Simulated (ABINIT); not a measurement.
## GaN: phonon calculation (part 1 of 4)

System: GaN (P6₃mc, 4 atoms in the cell).
Method: Kohn-Sham DFT of a periodic cell, PBEsol, JTH PAW PBE v2.0, no spin polarisation (ABINIT 10.8.3).

The structure derives from an entry of the Crystallography Open Database.

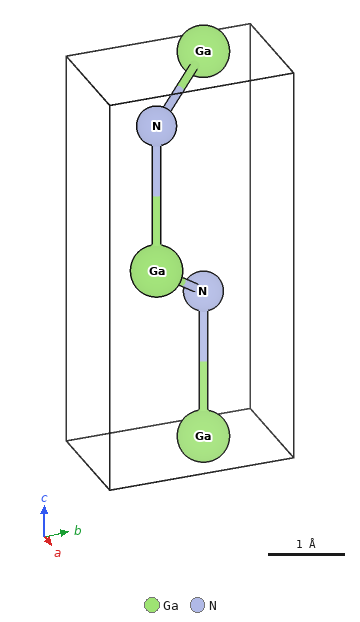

Fig. 1: The structure as given in the input (ball-and-stick view of the cell of the calculation, seen slightly off an axis). Near neighbours in the crystal (not all of them lie inside the picture): Ga has 4 N at 1.95 to 1.96 Å; N has 4 Ga at 1.95 to 1.96 Å.

### The input
```
# Datasets
ndtset 3

# Pseudopotentials
pp_dirpath "./"
pseudos "Ga.GGA_PBE-JTH.xml, N.GGA_PBE-JTH.xml"

# Structure
acell 3.18796572 3.1879657201 5.19272778 Angstrom
rprim
     1.0000000000     0.0000000000     0.0000000000
    -0.5000000000     0.8660254038     0.0000000000
     0.0000000000     0.0000000000     1.0000000000
ntypat 2
znucl 31 7
natom 4
typat 1 1 2 2
chkprim 0
chksymtnons 0
tolsym 1.0e-6
xred
            2/3            1/3   0.4991543300
            1/3            2/3  -0.0008456700
            2/3            1/3   0.8758456700
            1/3            2/3   0.3758456700

# Plane-wave basis
ecut 20.0
pawecutdg 40.0
ecutsm 0.5

# k points
ngkpt 6 6 4
nshiftk 1
shiftk 0.0 0.0 0.5

# Exchange and correlation
ixc -116133

# Bands and occupations
nband 18
occopt 1

# SCF cycle
nstep 80
diemac 6.0

# Output
prteig 0
prtebands 0
prtwf 0
prtden 0
prtpot 0

# Dataset 1: ground state
kptopt1 1
tolvrs1 1.0e-15
prtwf1 1

# Dataset 2: derivatives of the wave functions by k
iscf2 -3
rfelfd2 2
rfdir2 1 1 1
getwfk2 1
kptopt2 2
nqpt2 1
qpt2 0.0 0.0 0.0
tolwfr2 1.0e-18
prtwf2 1

# Dataset 3: response at q = 0 to electric field, atomic displacements
rfelfd3 3
rfphon3 1
rfatpol3 1 4
rfdir3 1 1 1
getwfk3 1
getddk3 2
kptopt3 2
nqpt3 1
qpt3 0.0 0.0 0.0
tolvrs3 1.0e-9
```

### File mrgddb.in
```
merged_DDB
GaN
2
runo_DS1_DDB
runo_DS3_DDB
```

### File anaddb.abi
```
ddb_filepath "merged_DDB"
output_file "anaddb.abo"
outdata_prefix "ana"
asr 1
chneut 1
dipdip 1
dieflag 1
enunit 0
nfreq 1
frmin 0.0
frmax 0.0
eivec 0
nph1l 1
qph1l 0.0 0.0 0.0 1.0
nph2l 3
qph2l
  1.0 0.0 0.0 0.0
  0.0 1.0 0.0 0.0
  0.0 0.0 1.0 0.0
```

Run on 1 thread of Arm Neoverse V1, 24 GiB of memory available, shared host.

Launched with:
```bash
abinit run.abi > log 2>&1
mrgddb < mrgddb.in > mrgddb.log 2>&1
anaddb anaddb.abi > anaddb.log 2>&1
```

### Output
```
.Version 10.8.3 of ABINIT
 DATASET    1 : space group P6_3 m c (#186); Bravais hP (primitive hexag.)
================================================================================
 Values of the parameters that define the memory need for DATASET  1.
     intxc =       0    ionmov =       0      iscf =      17    lmnmax =      18
     lnmax =       6     mgfft =      40  mpssoang =       3    mqgrid =    3001
     natom =       4  nloc_mem =       2    nspden =       1   nspinor =       1
    nsppol =       1      nsym =      12    n1xccc =       1    ntypat =       2
    occopt =       1   xclevel =       2
       mpw =        1332          nfft =       29160          nkpt =          14
 PAW method is used; the additional fine FFT grid is defined by:
   mgfftf=        60    nfftf =     77760
================================================================================
================================================================================

 DATASET    2 : space group P6_3 m c (#186); Bravais hP (primitive hexag.)
================================================================================
 Values of the parameters that define the memory need for DATASET  2 (RF).
     intxc =       0      iscf =      -3    lmnmax =      18     lnmax =       6
     mgfft =      40  mpssoang =       3    mqgrid =    3001     natom =       4
  nloc_mem =       2    nspden =       1   nspinor =       1    nsppol =       1
      nsym =      12    n1xccc =       1    ntypat =       2    occopt =       1
   xclevel =       2
      nfft =       29160          nkpt =          72
================================================================================
================================================================================

 DATASET    3 : space group P6_3 m c (#186); Bravais hP (primitive hexag.)
================================================================================
 Values of the parameters that define the memory need for DATASET  3 (RF).
     intxc =       0      iscf =       7    lmnmax =      18     lnmax =       6
     mgfft =      40  mpssoang =       3    mqgrid =    3001     natom =       4
  nloc_mem =       2    nspden =       1   nspinor =       1    nsppol =       1
      nsym =      12    n1xccc =       1    ntypat =       2    occopt =       1
   xclevel =       2
      nfft =       29160          nkpt =          72
================================================================================
================================================================================

--------------------------------------------------------------------------------
------------- Echo of variables that govern the present computation ------------
--------------------------------------------------------------------------------
 -outvars: echo values of preprocessed input variables --------
            acell      6.0243821096E+00  6.0243821098E+00  9.8128333506E+00 Bohr
              amu      6.97230000E+01  1.40067400E+01
          chkprim           0
      chksymtnons           0
           diemac      6.00000000E+00
             ecut      2.00000000E+01 Hartree
           ecutsm      5.00000000E-01 Hartree
           getddk1          0
           getddk2          0
           getddk3          2
           getwfk1          0
           getwfk2          1
           getwfk3          1
             iscf1         17
             iscf2         -3
             iscf3          7
              ixc     -116133
           jdtset        1    2    3
                       outvar_i_n : Printing only first  50 k-points.
           kptopt1          1
           kptopt2          2
           kptopt3          2
         kptrlatt        6    0    0      0    6    0      0    0    4
          kptrlen      3.61462927E+01
            natom           4
            nband1         18
            nband2         18
            nband3         18
           ndtset           3
            ngfft          27      27      40
          ngfftdg          36      36      60
             nkpt1         14
             nkpt2         72
             nkpt3         72
             nqpt1          0
             nqpt2          1
             nqpt3          1
            nstep          80
             nsym          12
           ntypat           2
        optdriver1          0
        optdriver2          1
        optdriver3          1
        pawecutdg      4.00000000E+01 Hartree
         pawxcdev           0
           prtden           0
        prtebands           0
           prteig           0
            prtwf1          1
            prtwf2          1
            prtwf3          0
           rfelfd1          0
           rfelfd2          2
           rfelfd3          3
           rfphon1          0
           rfphon2          0
           rfphon3          1
            rprim      1.0000000000E+00  0.0000000000E+00  0.0000000000E+00
                      -5.0000000000E-01  8.6602540380E-01  0.0000000000E+00
                       0.0000000000E+00  0.0000000000E+00  1.0000000000E+00
           shiftk      0.00000000E+00  0.00000000E+00  5.00000000E-01
          spgroup         186
           tolsym      1.00000000E-06
           tolvrs1     1.00000000E-15
           tolvrs2     0.00000000E+00
           tolvrs3     1.00000000E-09
           tolwfr1     0.00000000E+00
           tolwfr2     1.00000000E-18
           tolwfr3     0.00000000E+00
            typat      1  1  2  2
           useylm           1
                       outvars : Printing only first  50 k-points.
           xangst      1.5939828600E+00  9.2028643335E-01  2.5919725559E+00
                      -3.3333275305E-11  1.8405728667E+00 -4.3913341017E-03
                       1.5939828600E+00  9.2028643335E-01  4.5480281416E+00
                      -3.3333275305E-11  1.8405728667E+00  1.9516642516E+00
            xcart      3.0121910548E+00  1.7390893164E+00  4.8981182565E+00
                      -6.2990761207E-11  3.4781786328E+00 -8.2984187796E-03
                       3.0121910548E+00  1.7390893164E+00  8.5945276005E+00
                      -6.2990761207E-11  3.4781786328E+00  3.6881109253E+00
             xred      6.6666666667E-01  3.3333333333E-01  4.9915433000E-01
                       3.3333333333E-01  6.6666666667E-01 -8.4567000000E-04
                       6.6666666667E-01  3.3333333333E-01  8.7584567000E-01
                       3.3333333333E-01  6.6666666667E-01  3.7584567000E-01
            znucl       31.00000    7.00000

================================================================================

 chkinp: Checking input parameters for consistency, jdtset=   1.

 chkinp: Checking input parameters for consistency, jdtset=   2.

 chkinp: Checking input parameters for consistency, jdtset=   3.

================================================================================
== DATASET  1 ==================================================================

--- !DatasetInfo
iteration_state: {dtset: 1, }
dimensions: {natom: 4, nkpt: 14, mband: 18, nsppol: 1, nspinor: 1, nspden: 1, mpw: 1332, }
cutoff_energies: {ecut:  20.0, pawecutdg:  40.0, }
electrons: {nelect:   3.60000000E+01, charge:   0.00000000E+00, occopt:   1.00000000E+00, tsmear:   1.00000000E-02, }
meta: {optdriver: 0, ionmov: 0, optcell: 0, iscf: 17, paral_kgb: 0, }
...

 Real(R)+Recip(G) space primitive vectors, cartesian coordinates (Bohr,Bohr^-1):
 R(1)=  6.0243821  0.0000000  0.0000000  G(1)=  0.1659921  0.0958356  0.0000000
 R(2)= -3.0121911  5.2172679  0.0000000  G(2)=  0.0000000  0.1916712  0.0000000
 R(3)=  0.0000000  0.0000000  9.8128334  G(3)=  0.0000000  0.0000000  0.1019074
 Unit cell volume ucvol=  3.0842536E+02 bohr^3
 Angles (23,13,12)=  9.00000000E+01  9.00000000E+01  1.20000000E+02 degrees

 Coarse grid specifications (used for wave-functions):

 getcut: wavevector=  0.0000  0.0000  0.0000  ngfft=  27  27  40
         ecut(hartree)=     20.000   => boxcut(ratio)=   2.02482

 Fine grid specifications (used for densities):

 getcut: wavevector=  0.0000  0.0000  0.0000  ngfft=  36  36  60
         ecut(hartree)=     40.000   => boxcut(ratio)=   2.09892

--- Pseudopotential description ------------------------------------------------
- pspini: atom type   1  psp file is ./Ga.GGA_PBE-JTH.xml
 Pseudopotential format is: paw10
 basis_size (lnmax)=  6 (lmn_size= 18), orbitals=   0   0   1   1   2   2
 Spheres core radius: rc_sph= 2.10359248
 Shapefunction is BESSEL type: shapef(r,l)=aa(1,l)*jl(q(1,l)*r)+aa(2,l)*jl(q(2,l)*r)
 Radius for shape functions =  1.80829011
 Compensation charge density is not taken into account in XC energy/potential

- pspini: atom type   2  psp file is ./N.GGA_PBE-JTH.xml
 Pseudopotential format is: paw10
 basis_size (lnmax)=  4 (lmn_size=  8), orbitals=   0   0   1   1
 Spheres core radius: rc_sph= 1.20497474
 Shapefunction is SIN type: shapef(r)=[sin(pi*r/rshp)/(pi*r/rshp)]**2
 Radius for shape functions =  1.00243812
 Compensation charge density is not taken into account in XC energy/potential

   1.92321609E+03                                ecore*ucvol(ha*bohr**3)
--------------------------------------------------------------------------------

================================================================================

--- !BeginCycle
iteration_state: {dtset: 1, }
solver: {iscf: 17, nstep: 80, nline: 4, wfoptalg: 10, }
tolerances: {tolvrs: 1.00E-15, }
...

     iter   Etot(hartree)      deltaE(h)  residm     nres2
 ETOT  1  -177.88718021982    -1.779E+02 5.699E-01 3.305E+01
 ETOT  2  -178.20420117005    -3.170E-01 3.428E-03 1.502E+01
 ETOT  3  -178.17738858534     2.681E-02 4.176E-03 1.253E+00
 ETOT  4  -178.17922238125    -1.834E-03 8.749E-04 1.618E-01
 ETOT  5  -178.17865321120     5.692E-04 6.489E-04 7.561E-03
 ETOT  6  -178.17882250627    -1.693E-04 4.034E-05 6.351E-03
 ETOT  7  -178.17882466111    -2.155E-06 1.355E-05 1.313E-03
 ETOT  8  -178.17882387311     7.880E-07 1.551E-06 8.252E-05
 ETOT  9  -178.17882475188    -8.788E-07 4.655E-08 1.322E-04
 ETOT 10  -178.17882461491     1.370E-07 3.576E-09 4.808E-05
 ETOT 11  -178.17882450060     1.143E-07 1.622E-08 6.979E-07
 ETOT 12  -178.17882450720    -6.603E-09 1.862E-10 2.299E-07
 ETOT 13  -178.17882450630     9.049E-10 7.456E-10 2.417E-08
 ETOT 14  -178.17882450649    -1.911E-10 1.285E-11 1.712E-08
 ETOT 15  -178.17882450648     8.441E-12 2.755E-13 1.162E-08
 ETOT 16  -178.17882450650    -2.183E-11 1.381E-13 2.145E-08
 ETOT 17  -178.17882450646     4.269E-11 2.020E-12 5.056E-10
 ETOT 18  -178.17882450646    -3.695E-13 7.765E-13 1.249E-10
 ETOT 19  -178.17882450646    -5.969E-13 3.252E-14 4.077E-11
 ETOT 20  -178.17882450646     8.242E-13 4.177E-15 4.129E-12
 ETOT 21  -178.17882450646    -3.695E-13 1.361E-16 1.609E-12
 ETOT 22  -178.17882450646     1.990E-13 9.859E-16 1.241E-14
 ETOT 23  -178.17882450646     2.842E-14 2.529E-17 8.866E-15
 ETOT 24  -178.17882450646    -5.400E-13 2.709E-18 1.248E-15
 ETOT 25  -178.17882450646     7.958E-13 2.151E-18 2.795E-16

 At SCF step   25       nres2   =  2.79E-16 < tolvrs=  1.00E-15 =>converged.

 Cartesian components of stress tensor (hartree/bohr^3)
  sigma(1 1)=  6.58362970E-06  sigma(3 2)=  0.00000000E+00
  sigma(2 2)=  6.58362771E-06  sigma(3 1)=  0.00000000E+00
  sigma(3 3)=  1.66336808E-05  sigma(2 1)=  3.66258351E-13

--- !ResultsGS
iteration_state: {dtset: 1, }
comment   : Summary of ground state results
lattice_vectors:
- [  6.0243821,   0.0000000,   0.0000000, ]
- [ -3.0121911,   5.2172679,   0.0000000, ]
- [  0.0000000,   0.0000000,   9.8128334, ]
lattice_lengths: [   6.02438,    6.02438,    9.81283, ]
lattice_angles: [ 90.000,  90.000, 120.000, ] # degrees, (23, 13, 12)
lattice_volume:   3.0842536E+02
convergence: {deltae:  7.958E-13, res2:  2.795E-16, residm:  2.151E-18, diffor: null, }
etotal    :  -1.78178825E+02
entropy   :   0.00000000E+00
fermie    :   2.06464322E-01
cartesian_stress_tensor: # hartree/bohr^3
- [  6.58362970E-06,   3.66258351E-13,   0.00000000E+00, ]
- [  3.66258351E-13,   6.58362771E-06,   0.00000000E+00, ]
- [  0.00000000E+00,   0.00000000E+00,   1.66336808E-05, ]
pressure_GPa:  -2.9226E-01
xred      :
- [  6.6667E-01,   3.3333E-01,   4.9915E-01, Ga]
- [  3.3333E-01,   6.6667E-01,  -8.4567E-04, Ga]
- [  6.6667E-01,   3.3333E-01,   8.7585E-01,  N]
- [  3.3333E-01,   6.6667E-01,   3.7585E-01,  N]
cartesian_forces: # hartree/bohr
- [  8.93915815E-28,   5.16102537E-28,   9.12972699E-06, ]
- [  1.78783163E-28,   1.03220507E-28,   9.12972699E-06, ]
- [ -5.36349489E-28,  -3.09661522E-28,  -9.12972699E-06, ]
- [ -5.36349489E-28,  -3.09661522E-28,  -9.12972699E-06, ]
force_length_stats: {min:   9.12972699E-06, max:   9.12972699E-06, mean:   9.12972699E-06, }
...

 Integrated electronic density in atomic spheres:
 ------------------------------------------------
 Atom  Sphere_radius  Integrated_density
    1        2.10359         11.19994583
    2        2.10359         11.19994583
    3        1.20497          2.56747041
    4        1.20497          2.56747041

================================================================================

 ----iterations are completed or convergence reached----

 Mean square residual over all n,k,spin=   42.637E-20; max=  21.513E-19
 reduced coordinates (array xred) for    4 atoms
       0.666666666667      0.333333333333      0.499154330000
       0.333333333333      0.666666666667     -0.000845670000
       0.666666666667      0.333333333333      0.875845670000
       0.333333333333      0.666666666667      0.375845670000
 rms dE/dt=  1.3608E-04; max dE/dt=  4.3082E-27; dE/dt below (all hartree)
    1      -0.000000000000      0.000000000000     -0.000307594012
    2       0.000000000000      0.000000000000     -0.000307594012
    3       0.000000000000      0.000000000000     -0.000128417033
    4       0.000000000000      0.000000000000     -0.000128417033

 cartesian coordinates (angstrom) at end:
    1      1.59398285998333     0.92028643335005     2.59197255589829
    2     -0.00000000003333     1.84057286670011    -0.00439133410171
    3      1.59398285998333     0.92028643335005     4.54802814160171
    4     -0.00000000003333     1.84057286670011     1.95166425160171

 cartesian forces (hartree/bohr) at end:
    1      0.00000000000000     0.00000000000000     0.00000912972699
    2      0.00000000000000     0.00000000000000     0.00000912972699
    3     -0.00000000000000    -0.00000000000000    -0.00000912972699
    4     -0.00000000000000    -0.00000000000000    -0.00000912972699
 frms,max,avg= 5.2710503E-06 9.1297270E-06   0.000E+00  0.000E+00  2.222E-05 h/b

 cartesian forces (eV/Angstrom) at end:
    1      0.00000000000000     0.00000000000000     0.00046946943777
    2      0.00000000000000     0.00000000000000     0.00046946943777
    3     -0.00000000000000    -0.00000000000000    -0.00046946943777
    4     -0.00000000000000    -0.00000000000000    -0.00046946943777
 frms,max,avg= 2.7104831E-04 4.6946944E-04   0.000E+00  0.000E+00  1.142E-03 e/A
 length scales=  6.024382109582  6.024382109771  9.812833350593 bohr
              =  3.187965720000  3.187965720100  5.192727780000 angstroms
 Fermi (or HOMO) energy (hartree) =   0.20646   Average Vxc (hartree)=  -0.40216
 Eigenvalues (hartree) for nkpt=  14  k points:
 kpt#   1, nband= 18, wtk=  0.01389, kpt=  0.0000  0.0000  0.1250 (reduced coord)
  -0.37797   -0.34533   -0.28445   -0.28427   -0.28427   -0.28218   -0.28218   -0.27480
  -0.27480   -0.27140   -0.27140   -0.23213   -0.04330    0.17097    0.17097    0.18746
   0.20646    0.20646
 prteigrs : prtvol=0 or 1, do not print more k-points.
```
